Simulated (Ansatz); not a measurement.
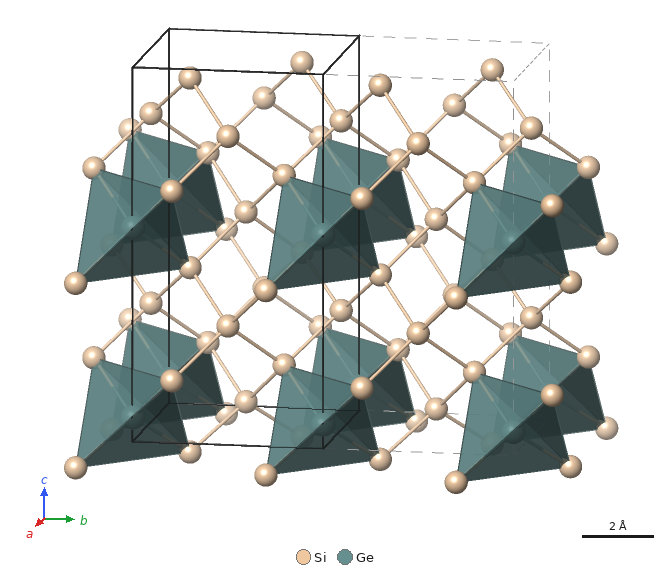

An orthographic polyhedral view of the structure, slightly off an axis. 1×2×1 cells are drawn; the solid outline is the simulation cell. Some neighbours outside the box are added.

The input file of the run:
```yaml
crystal:
  lattice:
    - [0.0, -5.4591768537, 0.0]
    - [0.0, 0.0, -5.4591768537]
    - [10.7683537074, 0.0, 0.0]
  atoms:
    - { symbol: Si, position: [0.7474023192, 0.7474023192, 0.69905266] }
    - { symbol: Si, position: [0.7474023192, 0.7474023192, 0.192087807] }
    - { symbol: Si, position: [0.5, 0.5, 0.5709945139] }
    - { symbol: Si, position: [0.5, 0.5, 0.0640296609] }
    - { symbol: Si, position: [0.5, 1.0, 0.8244769403] }
    - { symbol: Si, position: [0.5, 1.0, 0.3175120874] }
    - { symbol: Si, position: [1.0, 0.5, 0.8244769403] }
    - { symbol: Si, position: [1.0, 0.5, 0.3175120874] }
    - { symbol: Si, position: [0.7474023192, 0.2525976808, 0.9499012207] }
    - { symbol: Si, position: [0.7474023192, 0.2525976808, 0.4429363678] }
    - { symbol: Si, position: [0.2525976808, 0.7474023192, 0.9499012207] }
    - { symbol: Si, position: [0.2525976808, 0.7474023192, 0.4429363678] }
    - { symbol: Si, position: [0.2525976808, 0.2525976808, 0.69905266] }
    - { symbol: Si, position: [0.2525976808, 0.2525976808, 0.192087807] }
    - { symbol: Ge, position: [1.0, 1.0, 0.5709945139] }
    - { symbol: Ge, position: [1.0, 1.0, 0.0640296609] }
basis:
  ecutwfc: 420
kpoints:
  mp_grid: { grid: [6, 6, 3] }
hamiltonian:
  xc: pbesol
scf:
  occupations: { method: gaussian, width: 0.03 }
output:
  forces: true
  stress: true
  eigenvalues: true
```
Run as:
```sh
ansatz run input.yaml --threads 2 --pin off --max-ram 5120MiB --backend cpu --events-out ev --progress --plain --runs-dir out
```

Calculation details: DFT PBEsol, scalar-relativistic, plane waves, PAW in Ansatz 0.2.0; wavefunction cutoff 420 eV, the zone sampled with 6×6×3 points, Gaussian smearing of 0.03 eV, no spin polarisation.

Question: Is it conducting or gapped at this level?

Answer: A semiconductor at this level, with a gap of 0.21 eV on the k-mesh (the true edges may lie between mesh points, so the gap can be somewhat smaller).

Question: State the hydrostatic pressure.

Answer: The computed pressure is 1.4 GPa (compressed: it would expand). The stress isn't hydrostatic: its largest component is 2.1 GPa.

Provenance: a structure listed in the Materials Project. The cell was then strained or its atoms displaced on purpose. An electronic-structure calculation with Ansatz was run on it.

At this level of theory the run's own cell isn't at rest (forces up to 1.2 eV/Å), so its distances can differ from those at equilibrium, the more so the softer the solid.
